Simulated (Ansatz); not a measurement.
## What a change does: single-point calculation on ZnSe

System: ZnSe (slab, 12 atoms in the cell).
Method of run A: DFT LDA, scalar-relativistic, plane waves, PAW, no spin polarisation (Ansatz 0.2.0).

The structure derives from a Materials Project entry. Text and figures count atoms from 1; the logs count them from 0 in places.

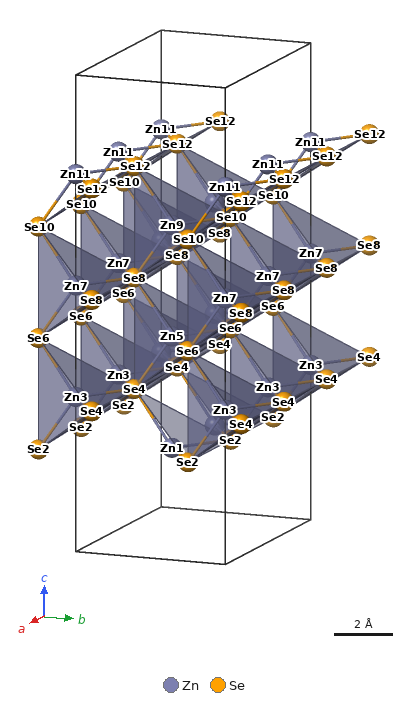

**Figure 1.** The structure (polyhedral view of the 2 × 1 repeat of the cell, with the vacuum cut short, seen slightly off an axis; polyhedra are completed across the faces of the cell; atoms are numbered from 1 in the order of the input).

## The input, run A
```yaml
crystal:
  lattice:
    - [3.9368363058, 0.0, 0.0]
    - [0.0, 5.5675272965, 0.0]
    - [0.0, 0.0, 24.8420907645]
  atoms:
    - { symbol: Zn, position: [0.5, 0.5, 0.3019069559] }
    - { symbol: Se, position: [0.0, 0.75, 0.3019069559] }
    - { symbol: Zn, position: [0.0, 0.0, 0.3811441735] }
    - { symbol: Se, position: [0.5, 0.25, 0.3811441735] }
    - { symbol: Zn, position: [0.5, 0.5, 0.4603813912] }
    - { symbol: Se, position: [0.0, 0.75, 0.4603813912] }
    - { symbol: Zn, position: [0.0, 0.0, 0.5396186088] }
    - { symbol: Se, position: [0.5, 0.25, 0.5396186088] }
    - { symbol: Zn, position: [0.5, 0.5, 0.6188558265] }
    - { symbol: Se, position: [0.0, 0.75, 0.6188558265] }
    - { symbol: Zn, position: [0.0, 0.0, 0.6980930441] }
    - { symbol: Se, position: [0.5, 0.25, 0.6980930441] }
basis:
  ecutwfc: 420
kpoints:
  mp_grid: { grid: [7, 5, 1] }
hamiltonian:
  xc: lda
scf:
  occupations: { method: gaussian, width: 0.05 }
output:
  forces: true
  stress: true
  eigenvalues: true
  write_density: true
  write_potential: true
  elf: true
  volumetric_format: npy
efield:
  axis: 3
  dipole_correction: true
  ramp_width: 0.04
```

Launched with:
```bash
ansatz run input.yaml --threads 4 --pin off --max-ram 8192MiB --backend cpu --events-out ev --progress --plain --runs-dir out
```

Hardware: 4 threads of Arm Neoverse V2, 128 GiB of memory available, shared host.

## Output, shortened to warnings, some set-up lines, iterations and results (run A)
```
WARN: The output density's exchange-correlation potential varies sharply where the density is thin. Do not read a vacuum level from v_tot or v_xc, or from such a field of the output density. On a cell that repeats whose density bears no net charge and no dipole along the vacuum's axis use v_es (v_loc + v_h of the components); under efield.dipole_correction with no amplitude use v_es + v_field, …
Basis set: ecut = 420 eV, 10709 PW (Γ)
Symmetry: 2 space group operations
k-points: 12 of 35 (time reversal used)
Initial density: superposition of atomic densities (neutral atoms: chi_scale 0, normalization atom), corrected by the library's trained network
[...]
SCF iter   1: F=—  HF=-51782.649528 eV  |F-HF|=—  |Δ(HF+E_count)|=         —  Δρ=3.66e-3  dr2=5.90e-2  ethr=1.77e-3  p=0.000 e·Å  D=1.08e-13 V/Å  ΔV_dip=-0.00 eV  …
SCF iter   2: F=—  HF=-51782.636975 eV  |F-HF|=—  |Δ(HF+E_count)|=   1.26e-2  Δρ=1.63e-3  dr2=1.06e-2  ethr=3.51e-5  p=0.000 e·Å  D=2.24e-5 V/Å  ΔV_dip=-0.00 eV  …
SCF iter   3: F=—  HF=-51782.635558 eV  |F-HF|=—  |Δ(HF+E_count)|=   1.42e-3  Δρ=1.08e-3  dr2=3.17e-3  ethr=6.30e-6  p=-0.000 e·Å  D=-1.22e-5 V/Å  ΔV_dip=0.00 eV  …
SCF iter   4: F=—  HF=-51782.635035 eV  |F-HF|=—  |Δ(HF+E_count)|=   5.24e-4  Δρ=2.32e-4  dr2=2.69e-4  ethr=1.89e-6  p=0.000 e·Å  D=1.74e-6 V/Å  ΔV_dip=-0.00 eV  …
SCF iter   5: F=—  HF=-51782.634951 eV  |F-HF|=—  |Δ(HF+E_count)|=   8.37e-5  Δρ=5.50e-5  dr2=2.05e-5  ethr=1.60e-7  p=0.000 e·Å  D=1.21e-6 V/Å  ΔV_dip=-0.00 eV  …
SCF iter   6: F=—  HF=-51782.634987 eV  |F-HF|=—  |Δ(HF+E_count)|=   3.58e-5  Δρ=2.28e-5  dr2=3.08e-6  ethr=1.22e-8  p=-0.000 e·Å  D=-1.71e-6 V/Å  ΔV_dip=0.00 eV  …
SCF iter   7: F=—  HF=-51782.634988 eV  |F-HF|=—  |Δ(HF+E_count)|=   1.30e-6  Δρ=1.23e-5  dr2=5.65e-7  ethr=1.83e-9  p=0.000 e·Å  D=1.76e-6 V/Å  ΔV_dip=-0.00 eV  …
SCF iter   8: F=—  HF=-51782.634988 eV  |F-HF|=—  |Δ(HF+E_count)|=   6.81e-8  Δρ=4.57e-6  dr2=1.03e-7  ethr=3.37e-10  p=-0.000 e·Å  D=-4.52e-7 V/Å  ΔV_dip=0.00 eV  …
SCF iter   9: F=-51782.634988 eV  HF=-51782.634988 eV  |F-HF|=2.08e-9  |Δ(HF+E_count)|=   1.86e-8  Δρ=1.16e-6  dr2=8.53e-9  ethr=5.95e-11  p=-0.000 e·Å  D=-4.66e-7 V/Å  …
SCF 1 converged in 9 iterations: F = -51782.634988 eV  dr2 = 8.53e-9
WARN: The output density's exchange-correlation potential varies sharply where the density is thin. Do not read a vacuum level from v_tot or v_xc, or from such a field of the output density. On a cell that repeats whose density bears no net charge and no dipole along the vacuum's axis use v_es …
SCF converged after 9 iterations
Free energy (F): -51782.634988 eV
Harris-Foulkes:  -51782.634988 eV  (|F-HF|=2.08e-9)
Internal energy: -51782.634988 eV  (E = F + TS)
E sigma→0 (E₀):  -51782.634988 eV
Fermi energy:    1.117626 eV
Dipole field:    D = 0.000003 V/Å  (p = 0.000010 e·Å, saw-weighted, corrected)
Work function:   Φ+ = 4.8411 eV   Φ− = 4.8411 eV
[...]
```

The input of run B differs as follows (lines with − go, lines with + come):
```diff
-  ecutwfc: 420
+  ecutwfc: "22.0 Ry"
+  n_extra_bands: 16
-  write_density: true
-  write_potential: true
-  elf: true
-  volumetric_format: npy
```

How does run B compare with run A?

The free energy of run B is 74.9 meV per atom higher, which comes mainly from the change of cutoff or grids; a solver setting shouldn't move a converged energy. More plane waves can only lower the energy of a fixed Hamiltonian, so the higher cutoff gives the lower value. The number of SCF iterations is the same. The plane waves at Γ go from 10709 to 6451. On the same kind of shared host run B took about 0.44 times as long.

## Output, shortened to warnings, some set-up lines, iterations and results (run B)
```
Warning: basis.ecutwfc = 299.325248705868 eV is below the records' recommended 420 eV, and the density's cutoff is lower with it unless basis.ecutrho_ratio is high enough to keep the records' density cutoff: compare with a run at a higher cutoff
Basis set: ecut = 299.325248705868 eV, 6451 PW (Γ)
Symmetry: 2 space group operations
k-points: 12 of 35 (time reversal used)
Initial density: superposition of atomic densities (neutral atoms: chi_scale 0, normalization atom), corrected by the library's trained network
[...]
SCF iter   1: F=—  HF=-51781.825265 eV  |F-HF|=—  |Δ(HF+E_count)|=         —  Δρ=4.22e-3  dr2=6.80e-2  ethr=1.77e-3  p=0.000 e·Å  D=1.64e-13 V/Å  ΔV_dip=-0.00 eV  …
SCF iter   2: F=—  HF=-51781.749921 eV  |F-HF|=—  |Δ(HF+E_count)|=   7.53e-2  Δρ=3.81e-3  dr2=5.67e-2  ethr=4.05e-5  p=-0.000 e·Å  D=-4.45e-5 V/Å  ΔV_dip=0.00 eV  …
SCF iter   3: F=—  HF=-51781.739210 eV  |F-HF|=—  |Δ(HF+E_count)|=   1.07e-2  Δρ=1.14e-3  dr2=5.46e-3  ethr=3.38e-5  p=0.000 e·Å  D=7.45e-6 V/Å  ΔV_dip=-0.00 eV  …
SCF iter   4: F=—  HF=-51781.736692 eV  |F-HF|=—  |Δ(HF+E_count)|=   2.52e-3  Δρ=4.27e-4  dr2=1.13e-3  ethr=3.25e-6  p=-0.000 e·Å  D=-1.23e-5 V/Å  ΔV_dip=0.00 eV  …
SCF iter   5: F=—  HF=-51781.736170 eV  |F-HF|=—  |Δ(HF+E_count)|=   5.22e-4  Δρ=9.68e-5  dr2=3.88e-5  ethr=6.70e-7  p=0.000 e·Å  D=3.27e-6 V/Å  ΔV_dip=-0.00 eV  …
SCF iter   6: F=—  HF=-51781.736323 eV  |F-HF|=—  |Δ(HF+E_count)|=   1.53e-4  Δρ=6.88e-5  dr2=1.57e-5  ethr=2.31e-8  p=-0.000 e·Å  D=-5.93e-6 V/Å  ΔV_dip=0.00 eV  …
SCF iter   7: F=—  HF=-51781.736319 eV  |F-HF|=—  |Δ(HF+E_count)|=   3.82e-6  Δρ=1.14e-5  dr2=1.15e-6  ethr=9.36e-9  p=0.000 e·Å  D=2.96e-7 V/Å  ΔV_dip=-0.00 eV  …
SCF iter   8: F=—  HF=-51781.736320 eV  |F-HF|=—  |Δ(HF+E_count)|=   3.65e-7  Δρ=4.18e-6  dr2=1.58e-7  ethr=6.84e-10  p=0.000 e·Å  D=1.31e-7 V/Å  ΔV_dip=-0.00 eV  …
SCF iter   9: F=-51781.736320 eV  HF=-51781.736320 eV  |F-HF|=2.30e-9  |Δ(HF+E_count)|=   1.59e-7  Δρ=1.56e-6  dr2=1.35e-8  ethr=5.95e-11  p=-0.000 e·Å  D=-3.65e-7 V/Å  …
SCF 1 converged in 9 iterations: F = -51781.736320 eV  dr2 = 1.35e-8
SCF converged after 9 iterations
Free energy (F): -51781.736320 eV
Harris-Foulkes:  -51781.736320 eV  (|F-HF|=2.30e-9)
Internal energy: -51781.736320 eV  (E = F + TS)
E sigma→0 (E₀):  -51781.736320 eV
Fermi energy:    1.109951 eV
Dipole field:    D = 0.000003 V/Å  (p = 0.000008 e·Å, saw-weighted, corrected)
Work function:   Φ+ = 4.8445 eV   Φ− = 4.8446 eV
Levels:          The Fermi level and band energies are counted from a zero that moves with the ramp; work functions are not
--- Per-component energies (eV) ---
  E_band       = -3369.477619
  E_kinetic    = 1506.287610
  E_local      = -161351.301957  (includes V_loc(G=0)·N_el)
  E_nonlocal   = 199.069994
  E_hartree    = 79177.776750
  E_xc         = -1433.160577
  E_vxc        = -910.094604  (∫ρ·V_xc dr)
  E_paw        = -21528.218209  (= ΣΔE_a)
  E_vpaw       = -1169.006153  (= ΣTr[D̂ρ^β])
  E_aug_tail   = -0.004109  (compensation charges beyond the density's cutoff)
  E_efield     = 0.000000  (sawtooth field / dipole correction)
  E_vefield    = 0.000000  (∫n·V_field dr)
  E_ewald      = 51625.167157
  E_core_change = 22.647022  (= ΣΔE_core)
  E_smearing   = -0.000000  (= −TS)
  E_closure    = -0.000000  (closes the sum)
  Σ components = -51781.736320   (vs F -51781.736320, Δ=0.00e0)
--- Forces (eV/Å), atoms counted from 1 ---
  atom   1  Zn     0.00000000     1.05102619     1.10097576
  atom   2  Se    -0.00000000    -0.50274110    -0.88069234
  atom   3  Zn     0.00000000    -0.20426468     0.00546593
  atom   4  Se    -0.00000000    -0.40219951    -0.37427610
  atom   5  Zn     0.00000000     0.09983617     0.07585117
  atom   6  Se     0.00000000    -0.04164318     0.16195879
  atom   7  Zn    -0.00000000     0.09983336    -0.07584799
  atom   8  Se    -0.00000000    -0.04164468    -0.16196251
  atom   9  Zn     0.00000000    -0.20426590    -0.00546300
  atom  10  Se     0.00000000    -0.40220032     0.37427231
  atom  11  Zn    -0.00000000     1.05103108    -1.10097448
  atom  12  Se     0.00000000    -0.50273878     0.88069086
  max |Σ_I F_I| component: 2.86e-5 eV/Å
--- Stress (GPa, compression-positive) ---
       -0.775113       0.000000      -0.000000
        0.000000      -0.777147      -0.000001
       -0.000000      -0.000001      -0.130285
  P = ⅓ Tr σ = -0.5608 GPa (-5.608 kbar)
```

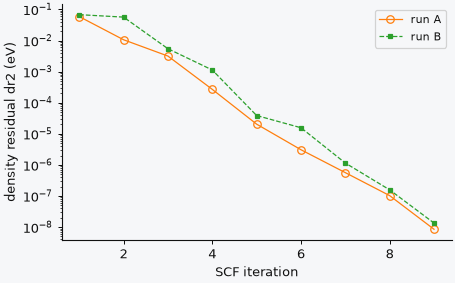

**Figure 2.** Convergence of the two runs: density residual dr2 against the SCF iteration. Run A takes 9 iterations in all, and run B takes 9.

## The two runs side by side

| quantity | run A | run B |
| --- | --- | --- |
| outcome | converged | converged |
| free energy per atom (eV) | −4315.2196 | −4315.1447 |
| gap on the mesh (eV) | 1.04 | 1.05 |
| work function (eV) | 4.84 | – |
| largest force (eV/Å) | 1.529 | 1.522 |
| SCF iterations | 9 | 9 |
| irreducible k-points | 12 | 12 |
| plane waves at Γ | 10709 | 6451 |
| wall time (shared host) | 39 s | 17 s |

For run A: Warnings: the exchange-correlation potential is rough where the density is thin. For run B: These settings are looser than, or depart from, a standard set-up, so the numbers are not reference values for this system. Warnings: the cutoff is below the recommended one.
